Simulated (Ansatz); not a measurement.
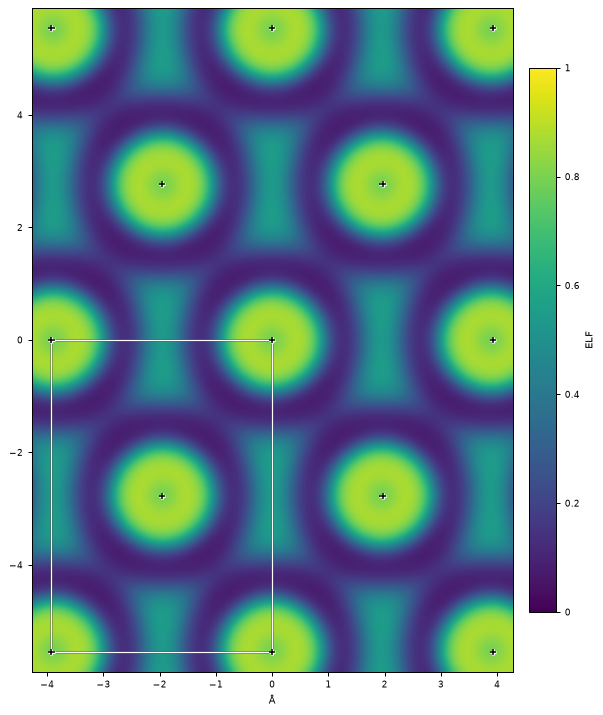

The electron localisation function on a plane through atoms (crosses mark nuclei in the plane).

All numbers below come from DFT, BLYP, plane waves (420 eV) with PAW, scalar-relativistic (Ansatz).

Candidates:
A. Lu, a = 3.92 Å, b = 3.92 Å, c = 3.92 Å, α = 90.00°, β = 90.00°, γ = 90.00°. Space group Im-3m; set up as Lu, bcc; a generated structure, not necessarily the stable one; computed without spin polarisation.
B. Ni, a = 2.27 Å, b = 2.27 Å, c = 2.27 Å, α = 90.00°, β = 90.00°, γ = 90.00°. Space group Pm-3m; set up as Ni, simple cubic; a generated structure, not necessarily the stable one; changed on purpose from its base cell (volume × 0.88); computed pressure about 21 GPa in this cell; computed without spin polarisation.
C. Cr, a = 2.38 Å, b = 4.92 Å, c = 7.98 Å, α = 90.00°, β = 90.00°, γ = 90.00°. Space group Fddd; set up as Cr, beta-Sn type; a generated structure, not necessarily the stable one; changed on purpose from its base cell (volume × 0.96); computed pressure about 10 GPa in this cell; computed without spin polarisation.

> Which system is this?

Candidate A: Lu on the (011̄) plane of the conventional cell, which holds Lu. Lu–Lu (3.40 Å): the ELF is about 0.15 at the midpoint (no localised pair shows between them).
